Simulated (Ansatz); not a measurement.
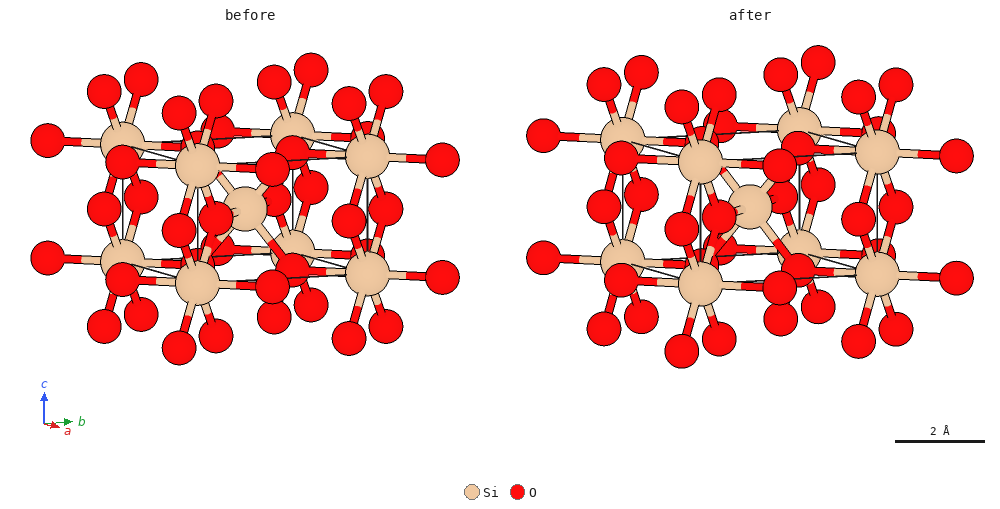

Left: crystalline SiO2 (built on the rutile type) at its r2SCAN-relaxed geometry. Right: the same structure after one change, at the same scale. A ball-and-stick model of the cell of the calculation, seen slightly off an axis.

The calculation used DFT, PBE, plane waves, PAW (Ansatz 0.2.0). Settings: plane-wave cutoff 420 eV; k-point mesh 6 × 6 × 10; occupations fermi dirac; smearing width 0.02 eV; no spin polarisation.

**What was changed?**

All lengths are scaled by +4.0 % (volume +12.5 %). The atoms were relaxed with r2SCAN under that strain, and this is a single point on that geometry.

**And its effect?**

It costs 41.6 meV per atom. The pressure goes from 9.6 to −19.5 GPa. The principal stresses (compression positive) are −27.1 GPa along c and −15.7 GPa across it. The largest forces, 0.093 eV/Å, act on 4 O atoms of the calculation's cell. Near-neighbour distances before and after: O–Si 1.812 → 1.914 Å, O–Si 1.760 → 1.811 Å. The space group stays P4_2/mnm (No. 136).
